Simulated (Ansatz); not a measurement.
# ZrC: fixed spin moment, part 3 of 3

Does ZrC want a moment, and how stiff is it? The total moment is held at a row of values. The runs shown use PAW.

Ansatz 0.2.0; DFT PBE; a database cell (COD).

## Step 10: Total moment held at 1.6 μB, PAW

The COD entry's cell or inner coordinates are ideal or old and differ from later refinements, so a difference from it is no clean test against experiment.

Input file input.yaml:

```yaml
crystal:
  lattice:
    - [0.0, 2.365, 2.365]
    - [2.365, 0.0, 2.365]
    - [2.365, 2.365, 0.0]
  atoms:
    - { symbol: Zr, position: [0.5, 0.5, 0.5], spin: 1.6 }
    - { symbol: C, position: [0.0, 0.0, 0.0] }
magnetization:
  spin_polarized: true
  initial_magnetization: 1.6
  spin_locking: { lock_magnetization: hard }
kpoints:
  mp_grid: { grid: [12, 12, 12] }
scf:
  occupations: { method: fermi_dirac, width: 0.05 }
  lower_state_search: "off"
hamiltonian:
  xc: pbe
  pseudopotentials: { kind: paw }
output:
  forces: true
  stress: true
  eigenvalues: true
```

Started as:

```sh
ansatz run input.yaml --threads 1 --pin off --max-ram 3072MiB --backend cpu --events-out ev --progress --plain --runs-dir out
```

The program printed:

```text
Warning: output.stress: scf.convergence.dr2_threshold = 1e-7 eV (the SCF's general default) is looser than the 2e-10 eV advised for a printed stress (1e-10 eV for each atom of the cell: 2). What an SCF threshold leaves in a stress goes as its square root, and in the free energy as the threshold itself, and one threshold admits the most on a small cell: of the crystals measured, under no hybrid functional and no lock of the moments, on runs that ended without the residual-converged pass, on stresses that held no estimate of that error, the worst erred by over 100 MPa in a component at 1e-7 eV an atom and by under 5 at 1e-10. Set scf.convergence.dr2_threshold to 2e-10 eV or tighter. The threshold is an SCF's pass mark: one that does not reach it within its budget of iterations ends unconverged, or closes short of it on a stop that the run arms, and scf.convergence.dr2_threshold's page says what that costs each kind of run
Engine: ansatz 0.2.0
Pseudopotentials: kind: paw
Pseudopotential: Zr, paw, valence charge 12, recommended cutoff 420 eV (normal)
Pseudopotential: C, paw, valence charge 4, recommended cutoff 420 eV (normal)
Functional definition: PBE
  parameter kappa = 0.804
  parameter beta = 0.06672455060314922
  exchange = pbe_x(kappa = kappa, mu = beta*pi^2/3)
  correlation = pbe_c(beta = beta)
Crystal: 2 atoms, lattice volume = 26.456 Å³
Basis set: ecut = 420 eV, 531 PW (Γ), exchange–correlation on 48×48×48 points (8 copies of the dense FFT grid, shifted against one another)
Bands: 13, of which v1, the nominal top of the filled ones, is band 8 counted from 1 (7 counted from 0)
Symmetry: 48 space group operations
Space group: Fm-3m (ITA 225), of the structure as read, at distance tolerance 3.0e-5 Å
Magnetic group: BNS 225.116 (UNI 1618), of the structure as read, at distance tolerance 3.0e-5 Å
k-points: 72 of 1728
Non-local potential: Zr, projectors of the file, l = 0: 3, l = 1: 2, l = 2: 2, l = 3: 2
Non-local potential: C, projectors of the file, l = 0: 2, l = 1: 2, l = 2: 1
PAW form: soft (Blöchl's): semilocal exchange-correlation on the pseudo side does not see the compensation charge
PAW one-centre angular grid: Zr, 590 points (default); XC on 64 Gauss nodes
PAW one-centre angular grid: C, 110 points (default); XC on 64 Gauss nodes
Initial density: superposition of atomic densities (chi_scale 0.1, normalization cell, long waves kept (reshape's long-wave potential 0.00 eV rms))
Starting moments: Σ|m| = 1.6 μB on 1 of 2 sites
Initial wavefunctions: pseudopotential atomic-orbital guess
Functional: x = pbe(κ = 0.804, μ = 0.2195149727645171), c = pbe(β = 0.06672455060314922)
SCF iter   1: F=—  HF=-4434.439401 eV  |F-HF|=—  |Δ(HF+E_count)|=         —  Δρ=6.97e-2 (↑6.97e-2 ↓3.99e-2)  dr2=1.28e0  dr2_m=5.90e-1  M=1.600 μB ∫|m|=1.600 μB  β_m=0.30  ethr=3.10e-3  ⟨swp⟩=5.0  Hψ=20010  notcnv=0
automatic band count: the SCF goes on with 17 bands, as 13 were too few: the levels above may hold too much charge
preconditioner: auto → none  [metal: Δε(μ)=0.007 eV  Ē_g=13.115 eV  σ=0.050 eV  W_gap=0.03  n_scr=8 (ndim 8)  ℏωp=20.4 eV  f_vac=0.000  D(μ)=2.09/eV (n_scr^D=26)  sad-step TF]
SCF iter   2: F=—  HF=-4434.395389 eV  |F-HF|=—  |Δ(HF+E_count)|=   4.40e-2  Δρ=4.65e-2 (↑4.65e-2 ↓3.03e-2)  dr2=4.43e-1  dr2_m=3.05e-1  M=1.600 μB ∫|m|=1.600 μB  β_m=0.58  ethr=3.10e-3  ⟨swp⟩=1.9  Hψ=4040  notcnv=0  defer=295
SCF iter   3: F=—  HF=-4434.471362 eV  |F-HF|=—  |Δ(HF+E_count)|=   7.60e-2  Δρ=1.02e-2 (↑1.02e-2 ↓4.97e-3)  dr2=3.14e-2  dr2_m=1.10e-2  M=1.600 μB ∫|m|=1.600 μB  β_m=0.59  ethr=2.77e-3  ⟨swp⟩=1.7  Hψ=2741  notcnv=0  defer=316
SCF iter   4: F=—  HF=-4434.470436 eV  |F-HF|=—  |Δ(HF+E_count)|=   9.27e-4  Δρ=1.48e-3 (↑1.07e-3 ↓1.48e-3)  dr2=5.91e-4  dr2_m=2.47e-4  M=1.600 μB ∫|m|=1.600 μB  β_m=0.70  ethr=1.96e-4  ⟨swp⟩=2.2  Hψ=3545  notcnv=0  defer=400
SCF iter   5: F=—  HF=-4434.471067 eV  |F-HF|=—  |Δ(HF+E_count)|=   6.32e-4  Δρ=4.33e-4 (↑4.33e-4 ↓4.07e-4)  dr2=2.42e-5  dr2_m=3.86e-5  M=1.600 μB ∫|m|=1.600 μB  β_m=0.73  ethr=3.69e-6  ⟨swp⟩=2.2  Hψ=2934  notcnv=0  defer=400
SCF iter   6: F=—  HF=-4434.471118 eV  |F-HF|=—  |Δ(HF+E_count)|=   5.10e-5  Δρ=1.76e-4 (↑1.76e-4 ↓1.17e-4)  dr2=1.28e-6  dr2_m=5.06e-6  M=1.600 μB ∫|m|=1.600 μB  β_m=0.87  ethr=1.51e-7  ⟨swp⟩=2.1  Hψ=3068  notcnv=0  defer=400
iter 7 did not close the SCF: its close was put off for a magnetic moment that had not settled (scf_convergence_deferred on its scf_iter line)
SCF iter   7: F=-4434.471126 eV  HF=-4434.471126 eV  |F-HF|=4.00e-8  |Δ(HF+E_count)|=   8.02e-6  Δρ=1.66e-5 (↑1.38e-5 ↓1.66e-5)  dr2=7.90e-8  dr2_m=2.96e-8  M=1.600 μB ∫|m|=1.600 μB  β_m=0.88  ethr=6.25e-10  ⟨swp⟩=8.8  Hψ=11924  notcnv=0
SCF iter   8: F=-4434.471126 eV  HF=-4434.471126 eV  |F-HF|=9.82e-11  |Δ(HF+E_count)|=   7.74e-8  Δρ=2.95e-6 (↑1.35e-6 ↓2.95e-6)  dr2=2.86e-9  dr2_m=8.21e-10  M=1.600 μB ∫|m|=1.600 μB  ethr=4.93e-10  ⟨swp⟩=2.6  Hψ=6803  notcnv=0
SCF 1 converged in 8 iterations: F = -4434.471126 eV  dr2 = 2.86e-9
SCF converged after 8 iterations
Stability checked in part: among states of this total moment the steps that led to this state did not find it unstable. No probe was made; neither looks for a lower state of another moment (fixed_total_moment; see scf.lower_state_search)
Magnetization: 1.6000 μB (8.8000 up, 7.2000 down)
Absolute magnetization: 1.6000 μB (∫|ρ↑−ρ↓|, with the PAW one-centre terms)
Spin contamination: 0.0008 ħ² per cell (⟨S²⟩ above its minimum at these occupations)
Per-site moments (μB) at R_I (Å): [(0.38167495176040284, 0.9755625000000001), (0.6098808984967119, 0.9755625000000001)]
Free energy (F): -4434.471126 eV
Harris-Foulkes:  -4434.471126 eV  (|F-HF|=9.82e-11)
Internal energy: -4434.457076 eV  (E = F + TS)
E sigma→0 (E₀):  -4434.464101 eV
Entropy (-TS):   -0.014050 eV (-7.025 meV/atom)
Fermi energy:    14.956823 (↑ 16.939322, ↓ 12.974325) eV
--- Per-component energies (eV) ---
  E_band       = -50.864498
  E_kinetic    = 423.482693
  E_local      = -606.897422  (includes V_loc(G=0)·N_el)
  E_nonlocal   = 105.765035
  E_hartree    = 182.472927
  E_xc         = -211.104830
  E_vxc        = -252.375094  (∫ρ·V_xc dr)
  E_paw        = -3052.311691  (= ΣΔE_a)
  E_vpaw       = -85.784991  (= ΣTr[D̂ρ^β])
  E_aug_tail   = 0.000038  (compensation charges beyond the density's cutoff)
  E_ewald      = -1275.863827
  E_smearing   = -0.014050  (= −TS)
  E_closure    = -0.000000  (closes the sum)
  Σ components = -4434.471126   (vs F -4434.471126, Δ=0.00e0)
--- Forces (eV/Å), atoms counted from 1 ---
  atom   1  Zr     0.00000000     0.00000000     0.00000000
  atom   2  C     -0.00000000     0.00000000    -0.00000000
  max |Σ_I F_I| component: 1.93e-29 eV/Å
--- Stress (GPa, compression-positive) ---
        7.459407       0.000000       0.000000
        0.000000       7.459407       0.000000
       -0.000000      -0.000000       7.459407
  P = ⅓ Tr σ = 7.4594 GPa (74.594 kbar)
--- Band table (eV; the first three rows and the last of 144) ---
  k-point 0 ↑: bands = ["-33.5133", "-11.2943", "-11.2943", "-11.2943", "2.7286", "14.7999", "14.7999", "14.7999", "15.3872", "15.3872", "15.3872", "17.1956", "17.1956", "21.0800", "24.6060", "36.3746", "36.3746"]
  k-point 1 ↑: bands = ["-33.5069", "-11.3548", "-11.2995", "-11.2995", "2.8813", "13.9237", "14.1492", "14.1492", "15.6518", "15.6518", "15.9180", "17.9024", "17.9024", "21.4109", "25.0312", "34.9605", "35.5791"]
  k-point 2 ↑: bands = ["-33.4892", "-11.5166", "-11.3136", "-11.3136", "3.3116", "12.6382", "13.1894", "13.1894", "16.1370", "16.1370", "16.4097", "19.3080", "19.3080", "22.1839", "26.1104", "32.9672", "33.6849"]
  k-point 71 ↓: bands = ["-33.0333", "-11.3573", "-11.3573", "-11.1658", "5.4501", "12.2862", "12.6061", "12.6061", "18.2077", "18.2077", "20.6081", "21.7943", "21.8087", "28.2514", "28.2514", "28.3053", "31.3155"]
```

Run time: 4.6 s. Hardware: 1 thread of Arm Neoverse V1, shared host; peak memory 0.32 GiB.

Read from it: total moment 1.60 μB; site moments Zr1 0.38, C2 0.61 μB; pressure 7.46 GPa; no gap.

## Step 11: Field of 300 T on the spins, PAW

Input file input.yaml:

```yaml
crystal:
  lattice:
    - [0.0, 2.365, 2.365]
    - [2.365, 0.0, 2.365]
    - [2.365, 2.365, 0.0]
  atoms:
    - { symbol: Zr, position: [0.5, 0.5, 0.5], spin: 0.05 }
    - { symbol: C, position: [0.0, 0.0, 0.0] }
magnetization:
  spin_polarized: true
  magnetic_field: 300
kpoints:
  mp_grid: { grid: [12, 12, 12] }
scf:
  occupations: { method: fermi_dirac, width: 0.05 }
  convergence: { dr2_threshold: 1.0e-10 }
  lower_state_search: "off"
hamiltonian:
  xc: pbe
  pseudopotentials: { kind: paw }
output:
  forces: true
  stress: true
  eigenvalues: true
```

Started as:

```sh
ansatz run input.yaml --threads 1 --pin off --max-ram 3072MiB --backend cpu --events-out ev --progress --plain --runs-dir out
```

The program printed, shortened:

```text
[...]
[... 4 set-up lines as earlier in the session ...]
[...]
Crystal: 2 atoms, lattice volume = 26.456 Å³
Basis set: ecut = 420 eV, 531 PW (Γ), exchange–correlation on 48×48×48 points (8 copies of the dense FFT grid, shifted against one another)
[...]
  atom   2  C     -0.00000000     0.00000000    -0.00000000
[...]
--- Stress (GPa, compression-positive) ---
       -2.879356       0.000000      -0.000000
       -0.000000      -2.879356       0.000000
       -0.000000       0.000000      -2.879356
  P = ⅓ Tr σ = -2.8794 GPa (-28.794 kbar)
--- Band table (eV; the first three rows and the last of 144) ---
  k-point 0 ↑: bands = ["-33.6407", "-11.3647", "-11.3647", "-11.3647", "3.2903", "15.4615", "15.4615", "15.4615", "15.6192", "15.6192", "15.6192", "17.2896", "17.2896"]
[...]
```

Wall time 4.6 s (1 thread of Arm Neoverse V1, shared host); peak memory 0.31 GiB.

Result: total moment 0.01 μB; site moments Zr1 0.00, C2 0.00 μB; pressure -2.88 GPa; no gap.

## Step 12: Field of 600 T on the spins, PAW

input.yaml, as its differences from that of step 11:

```diff
@@ -10,3 +10,3 @@
   spin_polarized: true
-  magnetic_field: 300
+  magnetic_field: 600
 kpoints:
@@ -24 +24,5 @@
   eigenvalues: true
+  write_density: true
+  write_potential: true
+  elf: true
+  volumetric_format: npy
```

Started as:

```sh
ansatz run input.yaml --threads 1 --pin off --max-ram 3072MiB --backend cpu --events-out ev --progress --plain --runs-dir out
```

The program printed, shortened:

```text
[...]
[... 4 set-up lines as earlier in the session ...]
[...]
Crystal: 2 atoms, lattice volume = 26.456 Å³
Basis set: ecut = 420 eV, 531 PW (Γ), exchange–correlation on 48×48×48 points (8 copies of the dense FFT grid, shifted against one another)
[...]
  atom   2  C     -0.00000000     0.00000000    -0.00000000
[...]
--- Stress (GPa, compression-positive) ---
       -2.881896      -0.000000      -0.000000
       -0.000000      -2.881896       0.000000
       -0.000000      -0.000000      -2.881896
  P = ⅓ Tr σ = -2.8819 GPa (-28.819 kbar)
--- Band table (eV; the first three rows and the last of 144) ---
  k-point 0 ↑: bands = ["-33.6582", "-11.3822", "-11.3822", "-11.3822", "3.2703", "15.4410", "15.4410", "15.4410", "15.6011", "15.6011", "15.6011", "17.2718", "17.2718"]
[...]
```

Run time: 5.8 s. Hardware: 1 thread of Arm Neoverse V1, shared host; peak memory 0.31 GiB.

Read from it: total moment 0.01 μB; site moments Zr1 0.00, C2 0.01 μB; pressure -2.88 GPa; no gap.

The fields are shown in the conventional cell of this run's space group, carried over from its grid by interpolation.

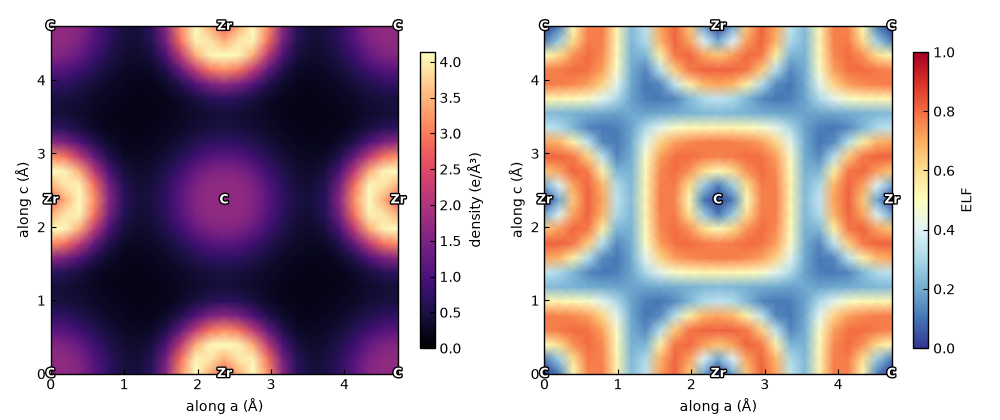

Density (left) and ELF (right) in a lattice plane of the grid's cell (edges 4.73 and 4.73 Å, at 0.000 of the third edge), which holds Zr and C. Only atoms in the plane are labelled. Both are smooth fields of the valence electrons: close to the nuclei they are not physical.

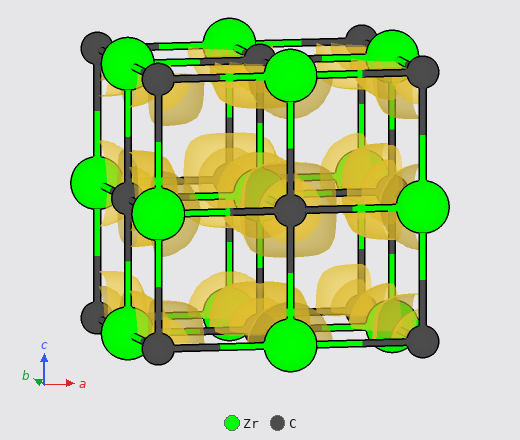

Surface of ELF = 0.74, drawn in one cell.

The highest ELF values outside the cores: 0.80 in the shell around C, 0.7 Å from C.

## Step 13: All runs together

The reference is each method's run without spin polarisation. Energies of runs in a field hold the field's term.

```
                              run  method  energy from the method's reference (meV/atom)  total moment (μB)  largest site moment (μB)  cycles   time
free moments from the typed start     PAW                                            0.0               0.00                      0.00      13  5.8 s
             no spin polarisation     PAW                                            0.0                  –                         –       6    2 s
        total moment held at 0 μB     PAW                                            0.0               0.00                      0.00       7  1.7 s
      total moment held at 0.2 μB     PAW                                           27.2               0.20                      0.12       9  4.1 s
      total moment held at 0.4 μB     PAW                                           98.4               0.40                      0.21       9  3.5 s
      total moment held at 0.6 μB     PAW                                          198.5               0.60                      0.29       9  3.6 s
      total moment held at 0.9 μB     PAW                                          397.8               0.90                      0.39       9    5 s
      total moment held at 1.2 μB     PAW                                          635.0               1.20                      0.48       9  4.9 s
      total moment held at 1.6 μB     PAW                                         1011.0               1.60                      0.61       8  4.6 s
      field of 300 T on the spins     PAW                                            0.0               0.01                      0.00      14  4.6 s
      field of 600 T on the spins     PAW                                           -0.1               0.01                      0.01      14  5.8 s
```

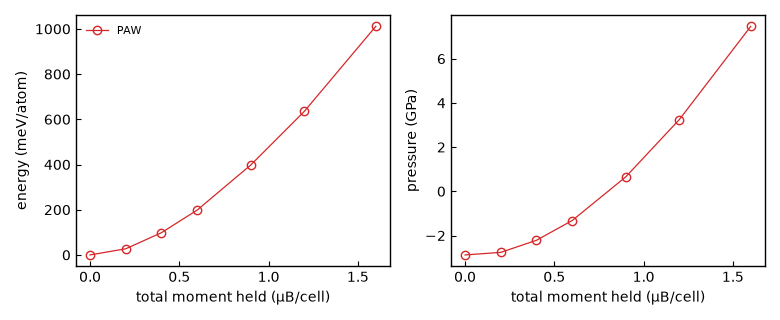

Energy and pressure against the moment held.

## Step 14: Outcome

The summary covers parts 1 to 3.

| quantity | value |
| --- | --- |
| free moment (PAW) | 0.00 μB/cell |
| gain by magnetism (PAW) | 0.0 meV/atom |
| moment in 300 T (PAW) | 0.007 μB/cell |

By PAW the moments die away or gain nothing: the crystal is non-magnetic at this level. Among the values held (PAW) the energy is lowest at 0.00 μB (+0.0 meV/atom) and highest at 1.60 μB (+1011.0). A field of 300 T moves the moment from 0.000 to 0.007 μB a cell, 0.023 μB per 1000 T if taken as linear, which it needn't be. Spin fluctuations and temperature are left out. The magnetic state is the one reached from the start moments in this cell; it needn't be the ground state. The k mesh (12×12×12) wasn't tested for convergence.
